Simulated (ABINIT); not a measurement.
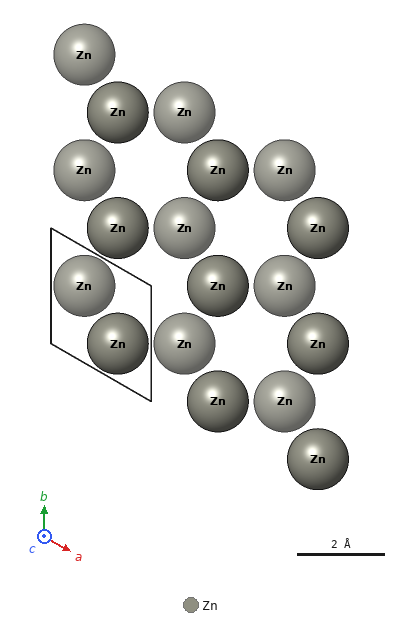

The structure as given in the input (spheres-only view of the cell of the calculation, repeated 3 × 3 × 1, along the c axis). An atom can appear more than once, as a periodic image.

**Geometry relaxation, with input and output: Zn (part 1 of 3)**

Zn (2 atoms in the cell), computed with Kohn-Sham DFT of a periodic cell, r2SCAN, JTH PAW PBE v2.0, no spin polarisation (ABINIT 10.8.3).

The structure derives from an entry of the Crystallography Open Database.

**Input**
```
# Pseudopotentials
pp_dirpath "./"
pseudos "Zn.GGA_PBE-JTH.xml"

# Structure
acell 3*1.0 Angstrom
rprim
     2.6700000000     0.0000000000     0.0000000000
    -1.3350000000     2.3122878281     0.0000000000
     0.0000000000     0.0000000000     4.9660000000
ntypat 1
znucl 30
natom 2
typat 1 1
xred
     0.6666666667     0.3333333333     0.7500000000
     0.3333333333     0.6666666667     0.2500000000
chkprim 0
chksymtnons 0
tolsym 1.0e-6

# Plane-wave basis
ecut 26.0
pawecutdg 48.0

# k points
kptopt 1
ngkpt 7 7 4
nshiftk 1
shiftk 0.0 0.0 0.0

# Exchange and correlation
ixc -497498
usekden 1
pawxcdev 0

# Bands and occupations
nband 16
occopt 3
tsmear 0.05 eV

# SCF cycle
nstep 100
tolvrs 1.0e-7

# Output
iomode 3
prtwf 0
prtden 0
prteig 0
prtebands 0
enunit 1

# Relaxation
ionmov 2
ntime 60
tolmxf 0.0005
optcell 2
dilatmx 1.08
ecutsm 0.5
```

Machine: 1 thread of Arm Neoverse V2, 24 GiB of memory available, shared host.

Command:
```bash
abinit run.abi > log 2>&1
```

**Output**
```
.Version 10.8.3 of ABINIT
 Symmetries : space group P6_3/m m c (#194); Bravais hP (primitive hexag.)
================================================================================
 Values of the parameters that define the memory need of the present run
     intxc =       0    ionmov =       2      iscf =      17    lmnmax =      18
     lnmax =       6     mgfft =      48  mpssoang =       3    mqgrid =    3161
     natom =       2  nloc_mem =       2    nspden =       1   nspinor =       1
    nsppol =       1      nsym =      24    n1xccc =       1    ntypat =       1
    occopt =       3   xclevel =       2
       mpw =        1661          nfft =       34992          nkpt =          24
 PAW method is used; the additional fine FFT grid is defined by:
   mgfftf=        64    nfftf =     82944
================================================================================
================================================================================

--------------------------------------------------------------------------------
------------- Echo of variables that govern the present computation ------------
--------------------------------------------------------------------------------
 -outvars: echo values of preprocessed input variables --------
            acell      1.8897261259E+00  1.8897261259E+00  1.8897261259E+00 Bohr
              amu      6.53900000E+01
          chkprim           0
      chksymtnons           0
          dilatmx      1.08000000E+00
             ecut      2.60000000E+01 Hartree
           ecutsm      5.00000000E-01 Hartree
           enunit           1
           ionmov           2
              ixc     -497498
         kptrlatt        7    0    0      0    7    0      0    0    4
          kptrlen      3.53189813E+01
            natom           2
            nband          16
            ngfft          27      27      48
          ngfftdg          36      36      64
             nkpt          24
            nstep         100
             nsym          24
            ntime          60
           ntypat           1
           occopt           3
          optcell           2
        pawecutdg      4.80000000E+01 Hartree
         pawxcdev           0
           prtden           0
        prtebands           0
           prteig           0
          prtkden           1
            prtwf           0
            rprim      2.6700000000E+00  0.0000000000E+00  0.0000000000E+00
                      -1.3350000000E+00  2.3122878281E+00  0.0000000000E+00
                       0.0000000000E+00  0.0000000000E+00  4.9660000000E+00
          spgroup         194
           tolmxf      5.00000000E-04
           tolsym      1.00000000E-06
           tolvrs      1.00000000E-07
           tsmear      1.83746611E-03 Hartree
            typat      1  1
          usekden           1
           useylm           1
           xangst      1.3350000000E+00  7.7076260937E-01  3.7245000000E+00
                      -3.2892816734E-16  1.5415252187E+00  1.2415000000E+00
            xcart      2.5227843781E+00  1.4565302398E+00  7.0382849559E+00
                      -6.2158415138E-16  2.9130604796E+00  2.3460949853E+00
             xred      6.6666666667E-01  3.3333333333E-01  7.5000000000E-01
                       3.3333333333E-01  6.6666666667E-01  2.5000000000E-01
            znucl       30.00000

================================================================================

 chkinp: Checking input parameters for consistency.

================================================================================
== DATASET  1 ==================================================================

--- !DatasetInfo
iteration_state: {dtset: 1, }
dimensions: {natom: 2, nkpt: 24, mband: 16, nsppol: 1, nspinor: 1, nspden: 1, mpw: 1661, }
cutoff_energies: {ecut:  26.0, pawecutdg:  48.0, }
electrons: {nelect:   2.40000000E+01, charge:   0.00000000E+00, occopt:   3.00000000E+00, tsmear:   1.83746611E-03, }
meta: {optdriver: 0, ionmov: 2, optcell: 2, iscf: 17, paral_kgb: 0, }
...

 Real(R)+Recip(G) space primitive vectors, cartesian coordinates (Bohr,Bohr^-1):
 R(1)=  5.0455688  0.0000000  0.0000000  G(1)=  0.1981937  0.1144272  0.0000000
 R(2)= -2.5227844  4.3695907  0.0000000  G(2)=  0.0000000  0.2288544  0.0000000
 R(3)=  0.0000000  0.0000000  9.3843799  G(3)=  0.0000000  0.0000000  0.1065601
 Unit cell volume ucvol=  2.0689809E+02 bohr^3
 Angles (23,13,12)=  9.00000000E+01  9.00000000E+01  1.20000000E+02 degrees

 Coarse grid specifications (used for wave-functions):

 getcut: wavevector=  0.0000  0.0000  0.0000  ngfft=  27  27  48
         ecut(hartree)=     30.326   => boxcut(ratio)=   2.06329

 Fine grid specifications (used for densities):

 getcut: wavevector=  0.0000  0.0000  0.0000  ngfft=  36  36  64
         ecut(hartree)=     55.987   => boxcut(ratio)=   2.02472

--- Pseudopotential description ------------------------------------------------
- pspini: atom type   1  psp file is ./Zn.GGA_PBE-JTH.xml
 Pseudopotential format is: paw10
 basis_size (lnmax)=  6 (lmn_size= 18), orbitals=   0   0   1   1   2   2
 Spheres core radius: rc_sph= 2.30769763
 Shapefunction is SIN type: shapef(r)=[sin(pi*r/rshp)/(pi*r/rshp)]**2
 Radius for shape functions =  1.80965103
 Compensation charge density is not taken into account in XC energy/potential

   3.95794469E+02                                ecore*ucvol(ha*bohr**3)
--------------------------------------------------------------------------------

================================================================================

=== [ionmov= 2] Broyden-Fletcher-Goldfarb-Shanno method (forces)
================================================================================

--- Iteration: ( 1/60) Internal Cycle: (1/1)
--------------------------------------------------------------------------------

---SELF-CONSISTENT-FIELD CONVERGENCE--------------------------------------------

--- !BeginCycle
iteration_state: {dtset: 1, itime: 1, icycle: 1, }
solver: {iscf: 17, nstep: 100, nline: 4, wfoptalg: 10, }
tolerances: {tolvrs: 1.00E-07, }
...

     iter   Etot(hartree)      deltaE(h)  residm     nres2
 ETOT  1  -114.79568971997    -1.148E+02 5.413E+00 2.524E+00
 ETOT  2  -115.36315171439    -5.675E-01 8.032E-01 8.693E-01
 ETOT  3  -115.36766941081    -4.518E-03 1.247E-01 2.439E-01
 ETOT  4  -115.36758283112     8.658E-05 8.486E-02 2.416E-02
 ETOT  5  -115.36802605043    -4.432E-04 2.230E-02 5.352E-02
 ETOT  6  -115.36804568221    -1.963E-05 2.446E-02 4.761E-04
 ETOT  7  -115.36815502781    -1.093E-04 9.073E-03 9.519E-04
 ETOT  8  -115.36815791853    -2.891E-06 1.632E-02 8.024E-04
 ETOT  9  -115.36815841946    -5.009E-07 2.366E-03 7.328E-04
 ETOT 10  -115.36815876033    -3.409E-07 5.111E-03 7.066E-04
 ETOT 11  -115.36815850110     2.592E-07 8.009E-04 6.536E-04
 ETOT 12  -115.36815875062    -2.495E-07 1.821E-03 5.187E-04
 ETOT 13  -115.36815907121    -3.206E-07 2.952E-04 2.171E-04
 ETOT 14  -115.36815898905     8.216E-08 6.458E-04 1.813E-04
 ETOT 15  -115.36815846674     5.223E-07 1.246E-04 2.423E-04
 ETOT 16  -115.36815896356    -4.968E-07 2.515E-04 8.630E-05
 ETOT 17  -115.36815930950    -3.459E-07 4.882E-05 1.021E-06
 ETOT 18  -115.36815930986    -3.512E-10 6.981E-05 6.515E-07
 ETOT 19  -115.36815931063    -7.749E-10 1.757E-05 1.512E-07
 ETOT 20  -115.36815931047     1.561E-10 2.786E-05 1.647E-07
 ETOT 21  -115.36815931022     2.515E-10 1.554E-05 2.508E-09

 At SCF step   21       nres2   =  2.51E-09 < tolvrs=  1.00E-07 =>converged.

Result for kinetic energy density :

--------------------------------------------------------------------------------
 Total kinetic energy density [Ha/Bohr^3]
)     Maximum=    4.9542E-01  at reduced coord.    0.8056    0.4167    0.7813
)     Minimum=    5.2352E-03  at reduced coord.    0.0000    0.0000    0.0000
   Integrated=    1.3000E+01
--------------------------------------------------------------------------------

 Cartesian components of stress tensor (hartree/bohr^3)
  sigma(1 1)=  2.12670195E-04  sigma(3 2)=  0.00000000E+00
  sigma(2 2)=  2.12670195E-04  sigma(3 1)=  0.00000000E+00
  sigma(3 3)=  9.88360434E-05  sigma(2 1)=  0.00000000E+00

--- !ResultsGS
iteration_state: {dtset: 1, itime: 1, icycle: 1, }
comment   : Summary of ground state results
lattice_vectors:
- [  5.0455688,   0.0000000,   0.0000000, ]
- [ -2.5227844,   4.3695907,   0.0000000, ]
- [  0.0000000,   0.0000000,   9.3843799, ]
lattice_lengths: [   5.04557,    5.04557,    9.38438, ]
lattice_angles: [ 90.000,  90.000, 120.000, ] # degrees, (23, 13, 12)
lattice_volume:   2.0689809E+02
convergence: {deltae:  2.515E-10, res2:  2.508E-09, residm:  1.554E-05, diffor: null, }
etotal    :  -1.15368159E+02
entropy   :   0.00000000E+00
fermie    :   3.82828697E-01
cartesian_stress_tensor: # hartree/bohr^3
- [  2.12670195E-04,   0.00000000E+00,   0.00000000E+00, ]
- [  0.00000000E+00,   2.12670195E-04,   0.00000000E+00, ]
- [  0.00000000E+00,   0.00000000E+00,   9.88360434E-05, ]
pressure_GPa:  -5.1406E+00
xred      :
- [  6.6667E-01,   3.3333E-01,   7.5000E-01, Zn]
- [  3.3333E-01,   6.6667E-01,   2.5000E-01, Zn]
cartesian_forces: # hartree/bohr
- [ -8.33852112E-31,   1.44427422E-30,  -0.00000000E+00, ]
- [  8.33852112E-31,  -1.44427422E-30,  -0.00000000E+00, ]
force_length_stats: {min:   1.66770422E-30, max:   1.66770422E-30, mean:   1.66770422E-30, }
...

 Integrated electronic density in atomic spheres:
 ------------------------------------------------
 Atom  Sphere_radius  Integrated_density
    1        2.30770         10.73919459
    2        2.30770         10.73919459

---OUTPUT-----------------------------------------------------------------------

 Cartesian coordinates (xcart) [bohr]
  2.52278437808689E+00  1.45653023979304E+00  7.03828495594353E+00
 -6.21584151377162E-16  2.91306047958609E+00  2.34609498531451E+00
 Reduced coordinates (xred)
  6.66666666666666E-01  3.33333333333333E-01  7.50000000000000E-01
  3.33333333333333E-01  6.66666666666666E-01  2.50000000000000E-01
 Cartesian forces (fcart) [Ha/bohr]; max,rms= 1.44427E-30 9.62849E-31 (free atoms)
 -8.33852111524734E-31  1.44427422316221E-30 -0.00000000000000E+00
  8.33852111524734E-31 -1.44427422316221E-30 -0.00000000000000E+00
 Gradient of E wrt nuclear positions in reduced coordinates (gred)
  4.20725816117873E-30 -8.41451632235746E-30 -0.00000000000000E+00
 -4.20725816117873E-30  8.41451632235746E-30 -0.00000000000000E+00
 Scale of Primitive Cell (acell) [bohr]
  1.88972612590778E+00  1.88972612590778E+00  1.88972612590778E+00
 Real space primitive translations (rprimd) [bohr]
  5.04556875617378E+00  0.00000000000000E+00  0.00000000000000E+00
 -2.52278437808689E+00  4.36959071937913E+00  0.00000000000000E+00
  0.00000000000000E+00  0.00000000000000E+00  9.38437994125805E+00
 Unitary Cell Volume (ucvol) [Bohr^3]=  2.06898085328176E+02
 Angles (23,13,12)= [degrees]
  9.00000000000000E+01  9.00000000000000E+01  1.20000000000048E+02
 Lengths [Bohr]
  5.04556875617378E+00  5.04556875616649E+00  9.38437994125805E+00
 Stress tensor in cartesian coordinates (strten) [Ha/bohr^3]
  2.12670195175570E-04  0.00000000000000E+00  0.00000000000000E+00
  0.00000000000000E+00  2.12670195211985E-04  0.00000000000000E+00
  0.00000000000000E+00  0.00000000000000E+00  9.88360433936842E-05
 Total energy (etotal) [Ha]= -1.15368159310223E+02

--- Iteration: ( 2/60) Internal Cycle: (1/1)
--------------------------------------------------------------------------------

---SELF-CONSISTENT-FIELD CONVERGENCE--------------------------------------------

--- !BeginCycle
iteration_state: {dtset: 1, itime: 2, icycle: 1, }
solver: {iscf: 17, nstep: 100, nline: 4, wfoptalg: 10, }
tolerances: {tolvrs: 1.00E-07, }
...

     iter   Etot(hartree)      deltaE(h)  residm     nres2
 ETOT  1  -115.37084552206    -1.154E+02 2.189E-01 1.802E+00
 ETOT  2  -115.37138939503    -5.439E-04 7.938E-04 9.523E-01
 ETOT  3  -115.36847735853     2.912E-03 1.357E-02 7.109E-02
 ETOT  4  -115.36861941294    -1.421E-04 4.757E-04 9.120E-03
 ETOT  5  -115.36872154750    -1.021E-04 4.163E-05 4.917E-03
 ETOT  6  -115.36870468015     1.687E-05 8.840E-05 1.563E-04
 ETOT  7  -115.36870865375    -3.974E-06 1.377E-04 7.980E-04
 ETOT  8  -115.36870692292     1.731E-06 1.008E-04 2.754E-05
 ETOT  9  -115.36870745086    -5.279E-07 4.212E-05 4.731E-05
 ETOT 10  -115.36870740558     4.528E-08 1.030E-04 2.360E-06
 ETOT 11  -115.36870745156    -4.599E-08 7.978E-05 4.631E-06
 ETOT 12  -115.36870743937     1.220E-08 1.064E-04 8.479E-07
 ETOT 13  -115.36870744026    -8.926E-10 1.096E-04 3.165E-07
 ETOT 14  -115.36870744063    -3.701E-10 1.035E-04 2.241E-07
 ETOT 15  -115.36870744073    -9.754E-11 1.288E-04 1.398E-07
 ETOT 16  -115.36870744079    -5.861E-11 1.149E-04 9.325E-08

 At SCF step   16       nres2   =  9.33E-08 < tolvrs=  1.00E-07 =>converged.

Result for kinetic energy density :

--------------------------------------------------------------------------------
 Total kinetic energy density [Ha/Bohr^3]
)     Maximum=    4.9552E-01  at reduced coord.    0.8056    0.4167    0.7813
)     Minimum=    5.4289E-03  at reduced coord.    0.0000    0.0000    0.0000
   Integrated=    1.3010E+01
--------------------------------------------------------------------------------

 Cartesian components of stress tensor (hartree/bohr^3)
  sigma(1 1)=  1.62060006E-04  sigma(3 2)=  0.00000000E+00
  sigma(2 2)=  1.62060006E-04  sigma(3 1)=  0.00000000E+00
  sigma(3 3)=  7.90285058E-05  sigma(2 1)=  0.00000000E+00
```
